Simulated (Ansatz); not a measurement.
# Two runs on BaS

System: BaS (Fm-3m, 2 atoms in the cell).
Method of run A: DFT, PBE, all-electron LAPW, scalar-relativistic, no spin polarisation (Ansatz 0.2.0).

The structure derives from an entry of the Crystallography Open Database. Its volume is 0.96 times that of the source entry. Text and figures count atoms from 1; the logs count them from 0 in places.

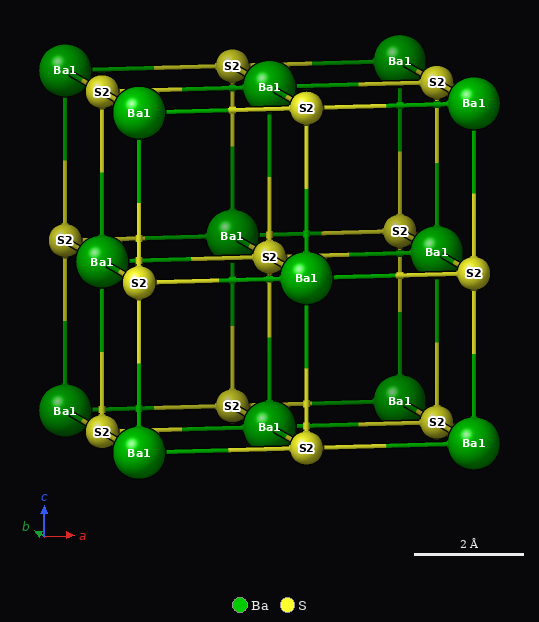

Fig. 1: The structure (ball-and-stick view of the cell 4 times as large as that of the calculation, set on its symmetry axes, seen slightly off an axis; atoms are numbered from 1 in the order of the input).

### The input, run A
```yaml
crystal:
  lattice:
    - [0.0, 3.150585925, 3.150585925]
    - [3.150585925, 0.0, 3.150585925]
    - [3.150585925, 3.150585925, 0.0]
  atoms:
    - { symbol: Ba, position: [0.0, 0.0, 0.0] }
    - { symbol: S, position: [0.5, 0.5, 0.5] }
kpoints:
  mp_grid: { grid: [8, 8, 8] }
  band_path:
    path:
      - [0.0, 0.0, 0.0]
      - [0.5, 0.0, 0.5]
      - [0.625, 0.25, 0.625]
      - [0.375, 0.375, 0.75]
      - [0.0, 0.0, 0.0]
      - [0.5, 0.5, 0.5]
      - [0.5, 0.25, 0.75]
      - [0.5, 0.0, 0.5]
    npoints: 5
scf:
  occupations: { method: fermi_dirac, width: 0.02 }
hamiltonian:
  xc: pbe
  pseudopotentials: { kind: all_electron, lapw: { basis_error: 0.00025 } }
output:
  forces: true
  stress: true
  eigenvalues: true
```

Command:
```bash
ansatz run input.yaml --threads 1 --pin off --max-ram 3072MiB --backend cpu --events-out ev --progress --plain --runs-dir out
```

Hardware: 1 thread of Arm Neoverse V1, 24 GiB of memory available, shared host.

### Output, shortened to warnings, some set-up lines, iterations and results (run A)
```
Basis set: ecut = 163.9863231122452 eV, 307 PW (Γ), exchange–correlation at level 2
Symmetry: 48 space group operations
k-points: 29 of 512
Initial density: superposition of atomic densities (chi_scale 0.1, normalization cell, long waves kept (reshape's long-wave potential 0.00 eV rms))
[...]
SCF iter   1: F=—  HF=-232239.608490 eV  |F-HF|=—  |Δ(HF+E_count)|=         —  Δρ=2.84e-2  dr2=1.17e0  ethr=2.80e-3  ⟨swp⟩=2.0  Hψ=4845  notcnv=0
SCF iter   2: F=—  HF=-232239.218572 eV  |F-HF|=—  |Δ(HF+E_count)|=   3.90e-1  Δρ=5.93e-3  dr2=3.02e-2  ethr=7.18e-5  ⟨swp⟩=2.2  Hψ=4341  notcnv=0  defer=3
SCF iter   3: F=—  HF=-232239.176131 eV  |F-HF|=—  |Δ(HF+E_count)|=   4.24e-2  Δρ=4.88e-3  dr2=3.15e-2  ethr=7.18e-5  ⟨swp⟩=3.2  Hψ=2824  notcnv=0
SCF iter   4: F=—  HF=-232239.186985 eV  |F-HF|=—  |Δ(HF+E_count)|=         —  Δρ=1.03e-3  dr2=1.31e-3  ethr=7.18e-5  ⟨swp⟩=2.7  Hψ=2625  notcnv=0
SCF iter   5: F=—  HF=-232239.187914 eV  |F-HF|=—  |Δ(HF+E_count)|=   9.29e-4  Δρ=1.76e-4  dr2=3.34e-5  ethr=3.12e-6  ⟨swp⟩=3.0  Hψ=2648  notcnv=0
SCF iter   6: F=—  HF=-232239.187976 eV  |F-HF|=—  |Δ(HF+E_count)|=   6.19e-5  Δρ=2.39e-5  dr2=4.70e-7  ethr=7.96e-8  ⟨swp⟩=3.0  Hψ=2609  notcnv=0
SCF iter   7: F=-232239.187978 eV  HF=-232239.187978 eV  |F-HF|=3.71e-8  |Δ(HF+E_count)|=   1.90e-6  Δρ=3.40e-6  dr2=6.53e-9  ethr=1.12e-9  ⟨swp⟩=3.0  Hψ=2656  notcnv=0
SCF 1 converged in 7 iterations: F = -232239.187978 eV  dr2 = 6.53e-9
NSCF: frozen V_eff on 36 k-points
SCF converged after 7 iterations
Free energy (F): -232239.187978 eV
Harris-Foulkes:  -232239.187978 eV  (|F-HF|=3.71e-8)
Internal energy: -232239.187978 eV  (E = F + TS)
E sigma→0 (E₀):  -232239.187978 eV
Fermi energy:    9.381153 eV
--- Per-component energies (eV) ---
  E_band       = -3409.758383
  E_kinetic    = 246793.712375
  E_xc         = -6093.957318
  E_electrostatic = -472938.943035  (all electrons and nuclei)
  E_smearing   = -0.000000  (= −TS)
  E_closure    = 0.000000  (closes the sum)
  E_atoms      = -232228.982511  (free atoms, spherical and without spin; not in F)
  Σ components = -232239.187978   (vs F -232239.187978, Δ=0.00e0)
  Basis errors (estimates in eV, not in F): energy 1.4e-4 per atom: plane waves 1.3e-4 (6.5e-5 summed), levels above the bands 7.3e-87, relativity 4.0e-9, radial functions 1.1e-5, core shells 7.8e-12; eigenvalues (radial functions only) 1.1e-6; not estimated: angular momenta, meshes, grids; target …
--- Forces (eV/Å), atoms counted from 1 ---
  atom   1  Ba     0.00000000     0.00000000     0.00000000
  atom   2  S      0.00000000    -0.00000000     0.00000000
  max |Σ_I F_I| component: 2.08e-30 eV/Å
--- Stress (GPa, compression-positive) ---
        2.860745      -0.000000       0.000000
       -0.000000       2.860745      -0.000000
        0.000000      -0.000000       2.860745
  P = ⅓ Tr σ = 2.8607 GPa (28.607 kbar)
```

For run B the input was changed thus:
```diff
-    - [0.0, 3.150585925, 3.150585925]
-    - [3.150585925, 0.0, 3.150585925]
-    - [3.150585925, 3.150585925, 0.0]
+    - [0.0, 3.2149012787, 3.2149012787]
+    - [3.2149012787, 0.0, 3.2149012787]
+    - [3.2149012787, 3.2149012787, 0.0]
```

What does this change do to the results?

With the same functional and potentials, run B lies 16.3 meV per atom lower. The gap on the mesh goes from 2.14 to 2.23 eV. The pressure goes from 2.86 to −0.03 GPa. The volume per atom goes from 31.27 to 33.23 Å³. The cell is scaled evenly with the atoms at fixed fractional positions, so −ΔP/Δ ln V estimates the bulk modulus midway between the two volumes: about 48 GPa. The number of SCF iterations is the same.

### Output, shortened to warnings, some set-up lines, iterations and results (run B)
```
Basis set: ecut = 157.42511060879897 eV, 307 PW (Γ), exchange–correlation at level 2
Symmetry: 48 space group operations
k-points: 29 of 512
Initial density: superposition of atomic densities (chi_scale 0.1, normalization cell, long waves kept (reshape's long-wave potential 0.00 eV rms))
[...]
SCF iter   1: F=—  HF=-232239.664488 eV  |F-HF|=—  |Δ(HF+E_count)|=         —  Δρ=2.74e-2  dr2=1.21e0  ethr=2.89e-3  ⟨swp⟩=2.0  Hψ=4848  notcnv=0
SCF iter   2: F=—  HF=-232239.260259 eV  |F-HF|=—  |Δ(HF+E_count)|=   4.04e-1  Δρ=5.71e-3  dr2=3.04e-2  ethr=7.21e-5  ⟨swp⟩=2.3  Hψ=4319  notcnv=0  defer=1
SCF iter   3: F=—  HF=-232239.207885 eV  |F-HF|=—  |Δ(HF+E_count)|=   5.24e-2  Δρ=4.81e-3  dr2=3.42e-2  ethr=7.21e-5  ⟨swp⟩=3.2  Hψ=2824  notcnv=0
SCF iter   4: F=—  HF=-232239.219685 eV  |F-HF|=—  |Δ(HF+E_count)|=         —  Δρ=9.08e-4  dr2=1.11e-3  ethr=7.21e-5  ⟨swp⟩=2.8  Hψ=2610  notcnv=0
SCF iter   5: F=—  HF=-232239.220586 eV  |F-HF|=—  |Δ(HF+E_count)|=   9.02e-4  Δρ=1.58e-4  dr2=2.90e-5  ethr=2.63e-6  ⟨swp⟩=3.0  Hψ=2653  notcnv=0
SCF iter   6: F=—  HF=-232239.220647 eV  |F-HF|=—  |Δ(HF+E_count)|=   6.09e-5  Δρ=2.25e-5  dr2=4.99e-7  ethr=6.91e-8  ⟨swp⟩=3.0  Hψ=2615  notcnv=0
SCF iter   7: F=-232239.220649 eV  HF=-232239.220649 eV  |F-HF|=4.78e-8  |Δ(HF+E_count)|=   1.81e-6  Δρ=3.54e-6  dr2=8.45e-9  ethr=1.19e-9  ⟨swp⟩=3.0  Hψ=2647  notcnv=0
SCF 1 converged in 7 iterations: F = -232239.220649 eV  dr2 = 8.45e-9
NSCF: frozen V_eff on 36 k-points
SCF converged after 7 iterations
Free energy (F): -232239.220649 eV
Harris-Foulkes:  -232239.220649 eV  (|F-HF|=4.78e-8)
Internal energy: -232239.220649 eV  (E = F + TS)
E sigma→0 (E₀):  -232239.220649 eV
Fermi energy:    8.725012 eV
--- Per-component energies (eV) ---
  E_band       = -3445.561866
  E_kinetic    = 246790.443440
  E_xc         = -6093.154412
  E_electrostatic = -472936.509677  (all electrons and nuclei)
  E_smearing   = -0.000000  (= −TS)
  E_closure    = 0.000000  (closes the sum)
  E_atoms      = -232228.982511  (free atoms, spherical and without spin; not in F)
  Σ components = -232239.220649   (vs F -232239.220649, Δ=0.00e0)
  Basis errors (estimates in eV, not in F): energy 1.4e-4 per atom: plane waves 1.3e-4 (6.4e-5 summed), levels above the bands 4.1e-84, relativity 2.3e-9, radial functions 1.2e-5, core shells 6.0e-12; eigenvalues (radial functions only) 1.1e-6; not estimated: angular momenta, meshes, grids; target …
--- Forces (eV/Å), atoms counted from 1 ---
  atom   1  Ba    -0.00000000     0.00000000     0.00000000
  atom   2  S      0.00000000     0.00000000     0.00000000
  max |Σ_I F_I| component: 9.53e-31 eV/Å
--- Stress (GPa, compression-positive) ---
       -0.027495       0.000000       0.000000
        0.000000      -0.027495      -0.000000
        0.000000      -0.000000      -0.027495
  P = ⅓ Tr σ = -0.0275 GPa (-0.275 kbar)
```

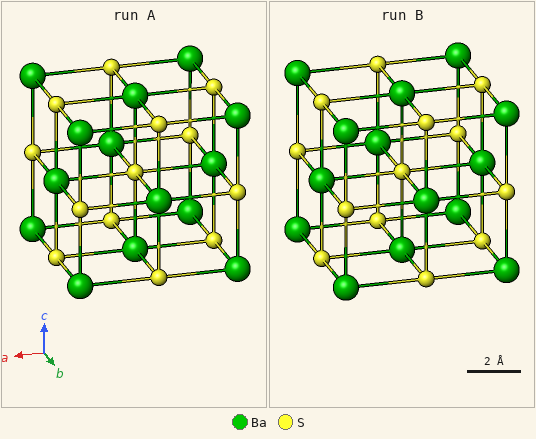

Fig. 2: The two input geometries at one scale (ball-and-stick view of the cell 4 times as large as that of the calculation, set on its symmetry axes, seen at an oblique angle). The atoms keep their places relative to the cell (all moves are under 0.005 Å). The volume changes by +6.2 %, with a = b = c 6.301 → 6.430 Å (+2.0 %). Among the contacts that change: Ba–S 3.151 → 3.215 Å.

### The two runs side by side

| quantity | run A | run B |
| --- | --- | --- |
| outcome | converged | converged |
| free energy per atom (eV) | −116119.5940 | −116119.6103 |
| gap on the mesh (eV) | 2.14 | 2.23 |
| pressure (GPa) | 2.86 | −0.03 |
| volume per atom (Å³) | 31.27 | 33.23 |
| largest force (eV/Å) | 0.000 | 0.000 |
| SCF iterations | 7 | 7 |
| irreducible k-points | 29 | 29 |
| plane waves at Γ | 307 | 307 |
| wall time (shared host) | 11 s | 11 s |
